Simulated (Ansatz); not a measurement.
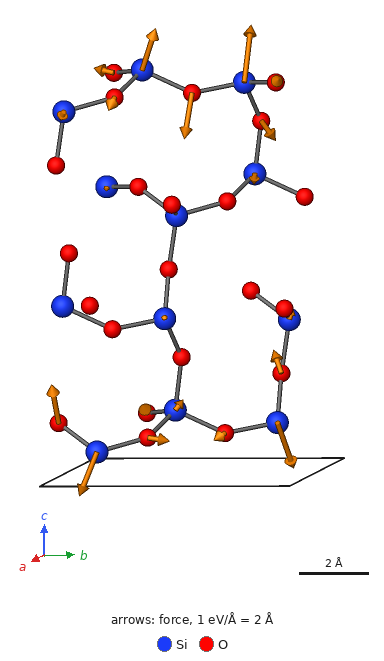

Starting geometry of a slab of composition Si6O11 (cut from the P3_121 phase) with the computed forces as orange arrows. Style: ball-and-stick. Shown: the cell of the calculation, outlined in the plane, without the vacuum (origin shifted), slightly off an axis.

Case: (2 0 1) slab, atoms relaxed. The slab is the (2 0 1) face of SiO2.

Computed with DFT PBEsol, scalar-relativistic, plane waves, PAW in Ansatz.

The input:
```yaml
crystal:
  lattice:
    - [4.9474804605, 0.0, 0.0]
    - [-2.4737402302, 6.9251051243, 0.0]
    - [0.0, 0.0, 26.0206390293]
  atoms:
    - { symbol: Si, position: [0.1121440168, 0.694357998, 0.2882327368] }
    - { symbol: O, position: [0.7205686946, 0.1204866978, 0.2970180984] }
    - { symbol: O, position: [0.9967281415, 0.8716470461, 0.3008300426] }
    - { symbol: Si, position: [0.6246832586, 0.3085937886, 0.3059512256] }
    - { symbol: O, position: [0.4336748839, 0.7455405311, 0.3110724086] }
    - { symbol: O, position: [0.9086757854, 0.4967008794, 0.3148843528] }
    - { symbol: Si, position: [0.7263798074, 0.9228295792, 0.3236697144] }
    - { symbol: O, position: [0.4189333718, 0.2796930717, 0.3558630662] }
    - { symbol: O, position: [0.7564278774, 0.9546820828, 0.3854052346] }
    - { symbol: Si, position: [0.4207378054, 0.3115455753, 0.4175985864] }
    - { symbol: O, position: [0.0291624832, 0.737674275, 0.426383948] }
    - { symbol: O, position: [0.3053219301, 0.4888346234, 0.4301958922] }
    - { symbol: Si, position: [0.9332770472, 0.9257813659, 0.4353170752] }
    - { symbol: O, position: [0.7422686726, 0.3627281083, 0.4404382582] }
    - { symbol: O, position: [0.217269574, 0.1138884567, 0.4442502024] }
    - { symbol: Si, position: [0.034973596, 0.5400171564, 0.453035564] }
    - { symbol: O, position: [0.7275271605, 0.8968806489, 0.4852289158] }
    - { symbol: O, position: [0.065021666, 0.57186966, 0.5147710842] }
    - { symbol: Si, position: [0.729331594, 0.9287331525, 0.546964436] }
    - { symbol: O, position: [0.3377562718, 0.3548618523, 0.5557497976] }
    - { symbol: O, position: [0.6139157187, 0.1060222006, 0.5595617418] }
    - { symbol: Si, position: [0.2418708358, 0.5429689431, 0.5646829248] }
    - { symbol: O, position: [0.0508624612, 0.9799156856, 0.5698041078] }
    - { symbol: O, position: [0.5258633626, 0.7310760339, 0.573616052] }
    - { symbol: Si, position: [0.3435673846, 0.1572047337, 0.5824014136] }
    - { symbol: O, position: [0.0361209491, 0.5140682262, 0.6145947654] }
    - { symbol: O, position: [0.3736154546, 0.1890572372, 0.6441369338] }
    - { symbol: Si, position: [0.0379253827, 0.5459207297, 0.6763302856] }
    - { symbol: O, position: [0.6463500604, 0.9720494295, 0.6851156472] }
    - { symbol: O, position: [0.9225095073, 0.7232097779, 0.6889275914] }
    - { symbol: Si, position: [0.5504646244, 0.1601565203, 0.6940487744] }
    - { symbol: O, position: [0.3594562498, 0.5971032628, 0.6991699574] }
    - { symbol: O, position: [0.8344571512, 0.3482636111, 0.7029819016] }
    - { symbol: Si, position: [0.6521611732, 0.7743923109, 0.7117672632] }
basis:
  ecutwfc: 420
kpoints:
  mp_grid: { grid: [6, 4, 1] }
hamiltonian:
  xc: pbesol
scf:
  occupations: { method: gaussian, width: 0.05 }
output:
  forces: true
  eigenvalues: true
  write_density: true
  write_potential: true
  elf: true
  volumetric_format: npy
relax:
  adjacent_minimum: "off"
  f_tol: 0.02
  max_steps: 60
efield:
  axis: 3
  dipole_correction: true
  ramp_width: 0.04
```

Command:
```bash
ansatz run input.yaml --threads 4 --pin off --max-ram 10240MiB --backend cpu --events-out ev --progress --plain --runs-dir out
```

### What follows when this structure is relaxed?

It isn't relaxed: the largest force vector, on Si atoms, is 0.94 eV/Å. The final displacements have little in common with the starting forces (cosine between the two patterns −0.06). The energy falls by 2.793 eV per cell of the calculation in 16 accepted moves (18 points after the start). The largest force component goes from 0.77 to 0.0096 eV/Å. The line search rejected the trial steps at points 13, 17 of the run. The largest moves relative to the layer's centre, 1.09 Å, are those of O6 and O29. O29 goes at 30° to the normal (−c side). Largest moves by element: O 1.09 Å, Si 0.69 Å. The cell doesn't change. Near-neighbour distances that change, for instance: Si1–Si4 3.078 → 2.294 Å, O29–Si31 1.623 → 1.680 Å, O29–Si34 1.619 → 1.670 Å, O8–Si10 1.623 → 1.653 Å. Bond angles that change, for instance: Si1–O6–Si4 143.3° → 86.5°, Si22–O20–Si25 143.3° → 164.5°, Si13–O11–Si16 143.3° → 157.0°.
